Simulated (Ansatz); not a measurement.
# Run report: Si, field-gradient calculation

The run: field-gradient calculation of Si (2 atoms in the cell). Method and program: DFT, PBE, PAW with Ansatz's default frozen-core files, scalar-relativistic, no spin polarisation (Ansatz 0.2.0).

The structure derives from an entry of the Crystallography Open Database. Its volume is 1.06 times that of the source entry. It belongs to a series of runs on one base structure; here: volume scaled by 1.06, PAW files. Figures and captions count atoms from 1; the log counts them from 0 in places.

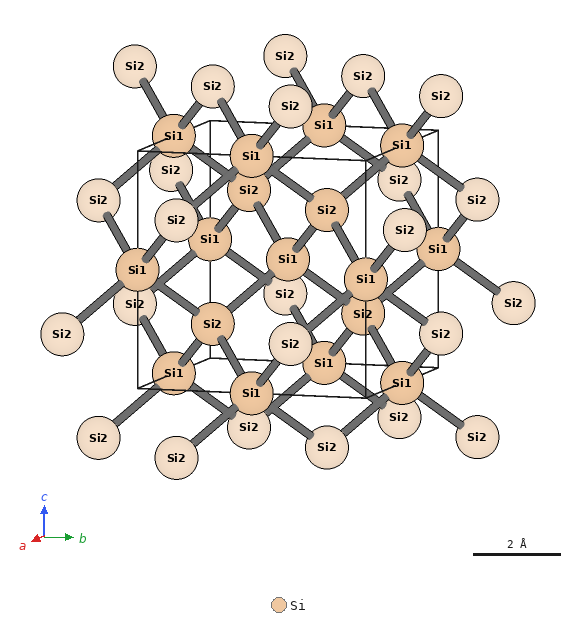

Figure 1. The structure (ball-and-stick view of the cell 4 times as large as that of the calculation, set on its symmetry axes, seen slightly off an axis; neighbours outside the cell are drawn fainter; atoms are numbered from 1 in the order of the input). Near neighbours in the crystal (not all of them lie inside the picture): Si has 4 Si at 2.40 Å.

Summary

| quantity | value |
| --- | --- |
| outcome | converged |
| space group (tolerance 0.01 Å) | Fd-3m (227) |
| electrons treated | 8 |
| free energy | −1271.6053 eV |
| Fermi energy | 5.959 eV |
| pressure | −3.01 GPa |
| field gradient V_zz (10²¹ V/m²) | zero at all sites |
| largest force (length of the vector) | under 0.001 eV/Å |
| hardware | 1 thread of an x86-64 CPU, shared host |
| wall time | 1.6 s |
| peak memory | 0.38 GiB |

Input file
```yaml
crystal:
  lattice:
    - [0.0, 2.7687280309, 2.7687280309]
    - [2.7687280309, 0.0, 2.7687280309]
    - [2.7687280309, 2.7687280309, 0.0]
  atoms:
    - { symbol: Si, position: [0.5, 0.5, 0.5] }
    - { symbol: Si, position: [0.75, 0.75, 0.75] }
kpoints:
  mp_grid: { grid: [11, 11, 11] }
scf:
  occupations: { method: fermi_dirac, width: 0.08 }
hamiltonian:
  xc: pbe
  pseudopotentials: { kind: paw }
output:
  forces: true
  stress: true
  eigenvalues: true
  efg: { contact_densities: true }
  write_density: true
  write_potential: true
  elf: true
  volumetric_format: npy
```

Command:
```bash
ansatz run input.yaml --threads 1 --pin off --max-ram 2048MiB --backend cpu --events-out ev --progress --plain --runs-dir out
```

Log
```
Engine: ansatz 0.2.0, x86_64-unknown-linux-gnu
Pseudopotentials: kind: paw
Pseudopotential: Si, paw, valence charge 4, recommended cutoff 420 eV (normal), Si.paw.azcp
Functional definition: PBE
  parameter kappa = 0.804
  parameter beta = 0.06672455060314922
  exchange = pbe_x(kappa = kappa, mu = beta*pi^2/3)
  correlation = pbe_c(beta = beta)
Crystal: 2 atoms, lattice volume = 42.449 Å³
Basis set: ecut = 420 eV, 869 PW (Γ), exchange–correlation on 54×54×54 points (8 copies of the dense FFT grid, shifted against one another)
Bands: 8, of which v1, the nominal top of the filled ones, is band 4 counted from 1 (3 counted from 0)
Symmetry: 48 space group operations
Space group: Fd-3m (ITA 227), of the structure as read, at distance tolerance 3.5e-5 Å
k-points: 56 of 1331
Non-local potential: Si, projectors of the file, l = 0: 2, l = 1: 2, l = 2: 2
PAW form: soft (Blöchl's): semilocal exchange-correlation on the pseudo side does not see the compensation charge
PAW one-centre angular grid: Si, 110 points (default); XC on 64 Gauss nodes
Initial density: superposition of atomic densities (neutral atoms: chi_scale 0, normalization atom), corrected by the library's trained network
Initial wavefunctions: pseudopotential atomic-orbital guess
Functional: x = pbe(κ = 0.804, μ = 0.2195149727645171), c = pbe(β = 0.06672455060314922)
SCF iter   1: F=—  HF=-1271.605013 eV  |F-HF|=—  |Δ(HF+E_count)|=         —  Δρ=1.62e-3  dr2=9.57e-4  ethr=1.77e-3  ⟨swp⟩=5.7  Hψ=3880  notcnv=0
preconditioner: auto → none  [insulator: Δε(μ)=0.695 eV  Ē_g=9.195 eV  σ=0.080 eV  W_gap=0.97  n_scr=8 (ndim 8)  ℏωp=16.1 eV  f_vac=0.000  D(μ)=0.00/eV (n_scr^D=0)  ε∞_Penn≈4.1]
SCF iter   2: F=—  HF=-1271.605235 eV  |F-HF|=—  |Δ(HF+E_count)|=   2.22e-4  Δρ=6.55e-4  dr2=1.37e-4  ethr=1.20e-5  ⟨swp⟩=2.0  Hψ=1015  notcnv=0
SCF iter   3: F=—  HF=-1271.605276 eV  |F-HF|=—  |Δ(HF+E_count)|=   4.11e-5  Δρ=1.02e-4  dr2=2.96e-6  ethr=1.72e-6  ⟨swp⟩=2.0  Hψ=647  notcnv=0
SCF iter   4: F=—  HF=-1271.605268 eV  |F-HF|=—  |Δ(HF+E_count)|=   7.92e-6  Δρ=6.73e-6  dr2=8.90e-9  ethr=3.70e-8  ⟨swp⟩=2.2  Hψ=684  notcnv=0
iter 5 did not close the SCF: its close was put off for the readings that it lacked (scf_convergence_deferred on its scf_iter line)
SCF iter   5: F=-1271.605268 eV  HF=-1271.605268 eV  |F-HF|=7.07e-11  |Δ(HF+E_count)|=   1.74e-8  Δρ=3.11e-7  dr2=2.66e-11  ethr=1.11e-10  ⟨swp⟩=2.1  Hψ=668  notcnv=0
SCF iter   6: F=-1271.605268 eV  HF=-1271.605268 eV  |F-HF|=1.14e-12  |Δ(HF+E_count)|=  8.44e-11  Δρ=2.28e-8  dr2=1.88e-13  ethr=1.00e-12  ⟨swp⟩=4.1  Hψ=1920  notcnv=0
SCF 1 converged in 6 iterations: F = -1271.605268 eV  dr2 = 1.88e-13
  greatest PAW one-centre occupation: 0.631 electrons in one spin orbital (limit 2), on the Si atom at site 1 (counted from 0), in its partial waves of l = 0
```

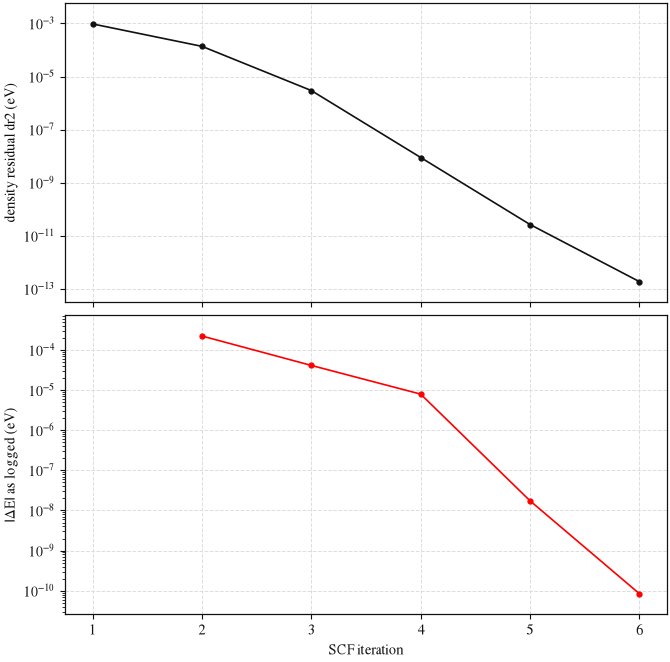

Figure 2. Convergence of the self-consistent field: density residual dr2 and size of the energy change against the SCF iteration. The residual falls at every step.

```
SCF converged after 6 iterations
Free energy (F): -1271.605268 eV
Harris-Foulkes:  -1271.605268 eV  (|F-HF|=1.14e-12)
Internal energy: -1271.605077 eV  (E = F + TS)
E sigma→0 (E₀):  -1271.605173 eV
Entropy (-TS):   -0.000191 eV (-0.095 meV/atom)
Fermi energy:    5.958727 eV
--- Per-component energies (eV) ---
  E_band       = 5.858272
  E_kinetic    = 78.972124
  E_local      = -58.398599  (includes V_loc(G=0)·N_el)
  E_nonlocal   = 51.317035
  E_hartree    = 15.622973
  E_xc         = -109.602525
  E_vxc        = -92.469682  (∫ρ·V_xc dr)
  E_paw        = -1025.390128  (= ΣΔE_a)
  E_vpaw       = -4.808567  (= ΣTr[D̂ρ^β])
  E_aug_tail   = 0.000013  (compensation charges beyond the density's cutoff)
  E_ewald      = -224.125970
  E_smearing   = -0.000191  (= −TS)
  E_closure    = 0.000000  (closes the sum)
  Σ components = -1271.605268   (vs F -1271.605268, Δ=0.00e0)
--- Forces (eV/Å), atoms counted from 1 ---
  atom   1  Si    -0.00000000     0.00000000    -0.00000000
  atom   2  Si     0.00000000    -0.00000000    -0.00000000
  max |Σ_I F_I| component: 4.86e-17 eV/Å
--- Stress (GPa, compression-positive) ---
       -3.005096      -0.000000      -0.000000
       -0.000000      -3.005096       0.000000
        0.000000       0.000000      -3.005096
  P = ⅓ Tr σ = -3.0051 GPa (-30.051 kbar)
--- PAW observables at the nuclei: V_zz in 10²¹ V/m², potentials from the cell's mean, atoms counted from 1 ---
  atom   1  Si V_zz =    +0.000000   η = 0.0000   by run symmetry: forbidden
            electrostatic potential = -1357.634127 V   contact ρ = 12811.244509 e/Å³
  atom   2  Si V_zz =    -0.000000   η = 0.0000   by run symmetry: forbidden
            electrostatic potential = -1357.634127 V   contact ρ = 12811.244509 e/Å³
--- Band table (eV; the first three rows and the last of 56) ---
  k-point 0: bands = ["-5.9381", "5.6311", "5.6311", "5.6311", "8.1666", "8.1666", "8.1666", "8.3369"]
  k-point 1: bands = ["-5.8352", "4.6417", "5.4734", "5.4734", "8.0618", "8.3991", "8.3991", "9.2655"]
  k-point 2: bands = ["-5.5307", "3.0133", "5.1489", "5.1489", "7.7205", "8.8546", "8.8546", "10.8733"]
  k-point 55: bands = ["-2.2300", "-1.5186", "1.7650", "2.4206", "8.9488", "10.2278", "10.8047", "10.8517"]
```

File rho_z.tsv
```
# z_ang	rho[e/angstrom^3]
# format = ansatz-planar-average/11
# lattice	0.000000000	2.768728031	2.768728031
# lattice	2.768728031	0.000000000	2.768728031
# lattice	2.768728031	2.768728031	0.000000000
# sites	2
# site	14	2.768728031	2.768728031	2.768728031
# site	14	4.153092046	4.153092046	4.153092046
0.000000	1.313384e-1
0.145021	1.223532e-1
0.290042	1.159393e-1
0.435064	1.128109e-1
0.580085	1.132626e-1
0.725106	1.172549e-1
0.870127	1.243959e-1
1.015148	1.338672e-1
1.160170	1.446776e-1
1.305191	1.564582e-1
1.450212	1.700598e-1
1.595233	1.870277e-1
1.740255	2.082429e-1
1.885276	2.328052e-1
2.030297	2.578404e-1
2.175318	2.793058e-1
2.320339	2.933368e-1
2.465361	2.973754e-1
2.610382	2.906952e-1
2.755403	2.745011e-1
2.900424	2.517506e-1
3.045445	2.264788e-1
3.190467	2.025541e-1
3.335488	1.823974e-1
3.480509	1.664042e-1
3.625530	1.533961e-1
3.770552	1.418890e-1
```

File v_z.tsv
```
# z_ang	v_es[eV]	v_tot[eV]
# format = ansatz-planar-average/11
# xc	pbe
# density_cutoff_ev	1680
# datasets	Si=:simpson_from_first_knot:soft
# lattice	0.000000000	2.768728031	2.768728031
# lattice	2.768728031	0.000000000	2.768728031
# lattice	2.768728031	2.768728031	0.000000000
# sites	2
# site	14	2.768728031	2.768728031	2.768728031
# site	14	4.153092046	4.153092046	4.153092046
0.000000	6.220270e0	-1.423983e0
0.145021	7.096361e0	-2.836716e-1
0.290042	7.633514e0	4.316263e-1
0.435064	7.885073e0	7.702408e-1
0.580085	7.849259e0	7.215216e-1
0.725106	7.526003e0	2.881758e-1
0.870127	6.913974e0	-5.249732e-1
1.015148	5.934365e0	-1.785361e0
1.160170	4.533366e0	-3.519973e0
1.305191	2.869372e0	-5.624567e0
1.450212	1.164357e0	-7.908693e0
1.595233	-4.181330e-1	-1.009504e1
1.740255	-1.777893e0	-1.199206e1
1.885276	-2.867891e0	-1.351637e1
2.030297	-3.777792e0	-1.471646e1
2.175318	-4.549336e0	-1.567377e1
2.320339	-5.064819e0	-1.632561e1
2.465361	-5.214245e0	-1.652220e1
2.610382	-4.967293e0	-1.619958e1
2.755403	-4.374686e0	-1.545795e1
2.900424	-3.561399e0	-1.444054e1
3.045445	-2.617500e0	-1.317001e1
3.190467	-1.463475e0	-1.155123e1
3.335488	-3.986425e-2	-9.570363e0
3.480509	1.584001e0	-7.336192e0
3.625530	3.297368e0	-5.071896e0
3.770552	4.917173e0	-3.046411e0
```

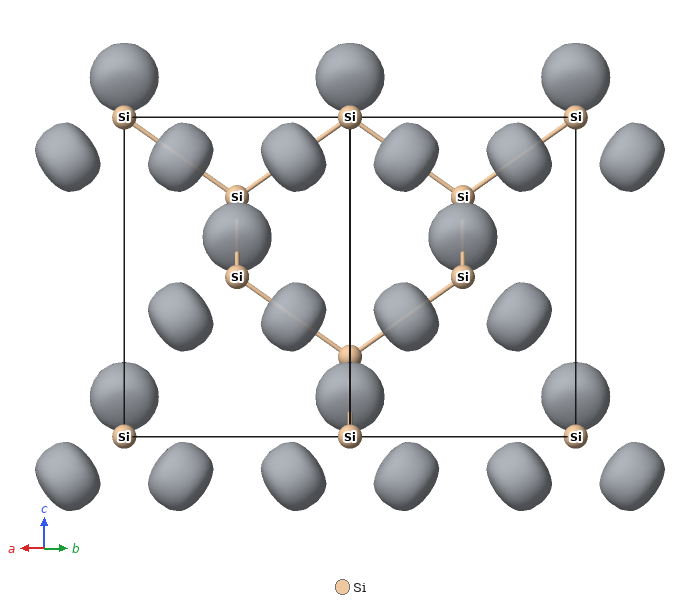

Figure 3. Isosurface of the ELF at 0.85 (grey), seen along [110]. Only the valence region is drawn (cores and ρ < 0.01 e/Å³ removed). Sticks mark near contacts. The outline is the cell set on symmetry axes. Values along the shortest contacts: Core electrons are frozen (PAW), so the fields are smoothed inside the atomic spheres.

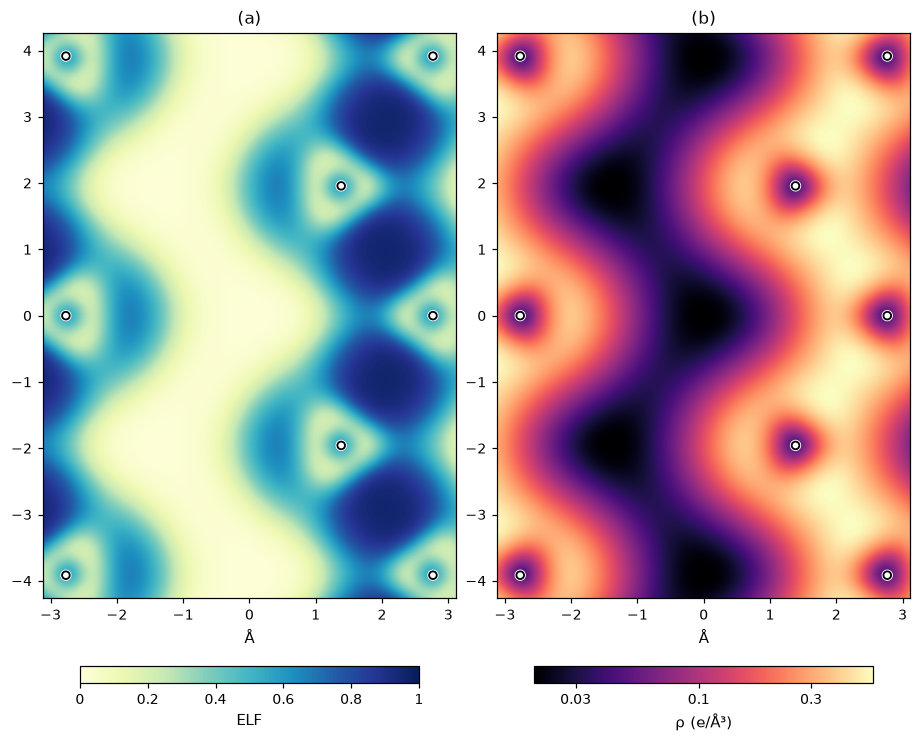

Figure 4. (a) electron localisation function; (b) valence pseudo-density on the (101) plane of the conventional cell. Circles mark the nuclei in the plane (Si). Atoms in the plane: Si. Away from the nuclei the density in this plane falls to 0.02 e/Å³ at its lowest.
